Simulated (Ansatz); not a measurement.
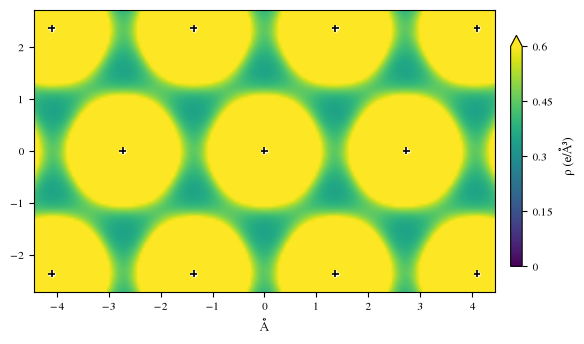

The valence charge density (pseudo) on a plane through atoms (crosses mark nuclei in the plane).

These are results of Ansatz 0.2.0, DFT, PBEsol, PAW with Ansatz's default frozen-core files, scalar-relativistic; relaxation of cell and atoms, not measurements.

Candidates:
A. Al, a = 3.84 Å, b = 3.84 Å, c = 3.84 Å, α = 90.00°, β = 90.00°, γ = 90.00°. Space group Fm-3m; computed pressure about 15 GPa in this cell; computed without spin polarisation.
B. Cd, a = 2.94 Å, b = 2.94 Å, c = 5.67 Å, α = 90.00°, β = 90.00°, γ = 120.00°. Space group P6₃/mmc.
C. Os, a = 2.73 Å, b = 2.73 Å, c = 4.31 Å, α = 90.00°, β = 90.00°, γ = 120.00°. Space group P6₃/mmc; computed without spin polarisation.

Which candidate gave the map?

Candidate C: Os on the (001) plane of the conventional cell, which holds Os. Os–Os (2.73 Å): ρ is about 0.45 e/Å³ halfway.
